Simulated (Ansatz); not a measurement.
## K (Pm-3m): the states at the Fermi level

Input

```yaml
crystal:
  lattice:
    - [4.31043949, 0.0, 0.0]
    - [0.0, 4.31043949, 0.0]
    - [0.0, 0.0, 4.31043949]
  atoms:
    - { symbol: K, position: [0.0, 0.0, 0.0] }
basis:
  ecutwfc: 420
kpoints:
  mp_grid: { grid: [10, 10, 10] }
hamiltonian:
  xc: pbe
scf:
  occupations: { method: gaussian, width: 0.05 }
output:
  forces: true
  eigenvalues: true
  eigenstates:
    nscf_kmesh: { grid: [28, 28, 28] }
    top_band: c6
    de_dk: true
    localisation: false
  stress: true
checkpoint:
  write: ck
  compress: false
  write_wavefunctions: false
  write_every: 100000
```

Launched as:

```sh
ansatz run input.yaml --threads 1 --pin off --max-ram 3072MiB --backend cpu --events-out ev --progress --plain --runs-dir out
```

These are results of DFT PBE, scalar-relativistic, plane waves, PAW; levels and slopes on a dense k mesh at the converged density in Ansatz, not measurements. No spin polarisation. k mesh for the levels: 28×28×28. Cell and positions as given, without relaxation. The cell comes from a database of computed structures, not from a measurement.

### 1. The sheets

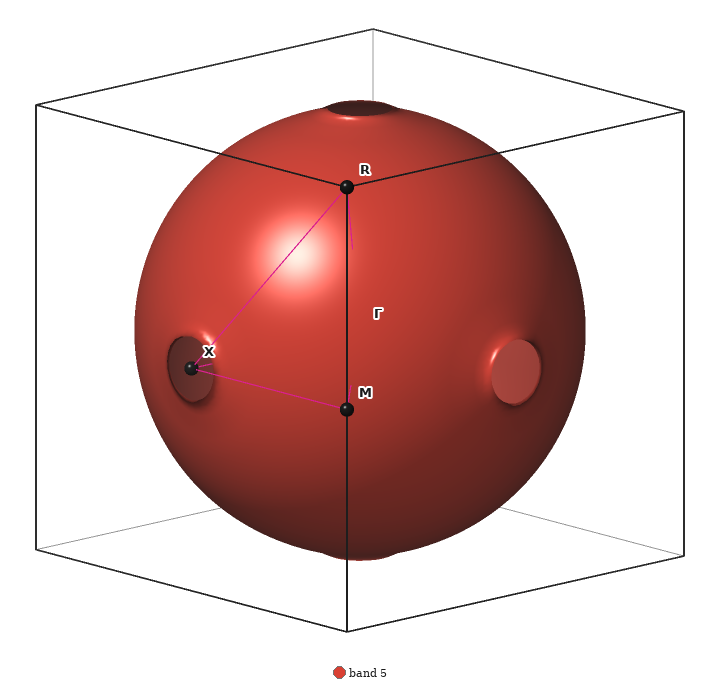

Computed Fermi surface of this crystal. One band crosses. The brighter face of a sheet looks towards empty states.

Summarise the topology of this Fermi surface.

Answer. One band crosses the Fermi level; this is a three-dimensional metal.

Band 5: a sheet that is open in all directions, neither an electron nor a hole pocket (the band is filled at Γ and X and empty at R and M). The shape of the surface of band 5 changes its kind within 0.07 eV of this level, so small parts may appear, vanish, join or separate.

How large are the density of states and the plasma frequency?

Answer. The density of states at the Fermi level is 0.81 states/eV per primitive cell. The intraband plasma frequency is 3.8 eV in all directions.

### 2. Cuts and bands

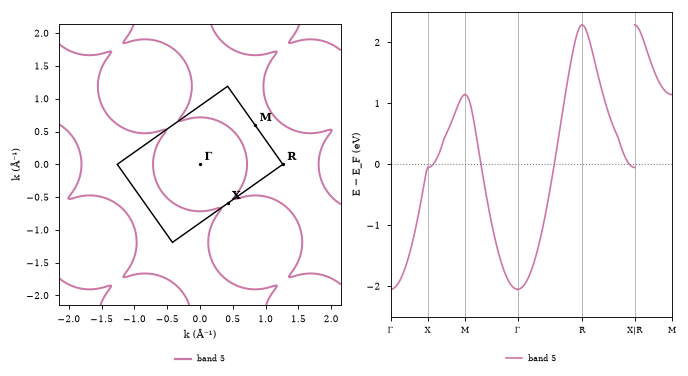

This crystal: cut through the Fermi surface in the plane through Γ, R and M, and the bands that cross the Fermi level.

Give each band's level at the labelled points, in eV from the Fermi level.

Answer.
```json
{"band": "band 5", "Γ": "−2.05", "R": "+2.29", "M": "+1.15", "X": "−0.05"}
```

Negative values are filled states.

### 3. Speeds

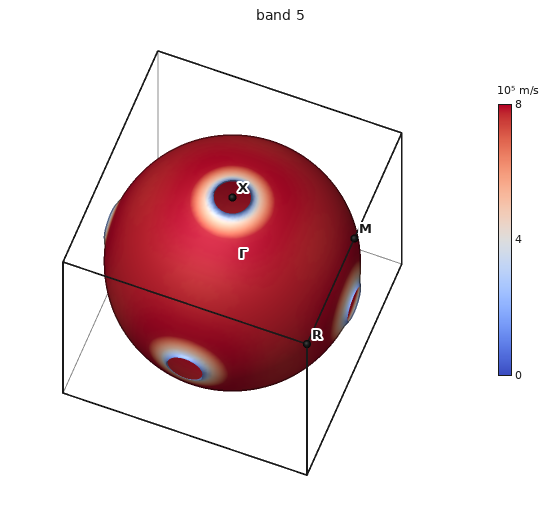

Fermi surface of this crystal, coloured by the Fermi speed.

How fast are the electrons on each sheet?

Answer. Band 5: 4.8 to 8.0 × 10⁵ m/s over most of the sheet, 7.3 × 10⁵ m/s on average over states.

Necks and pockets thinner than about two mesh steps aren't resolved, so separate pockets may in truth be joined.

Cost: 16 s on 1 thread of Arm Neoverse V2, with other jobs on the host, peak memory 0.54 GiB.
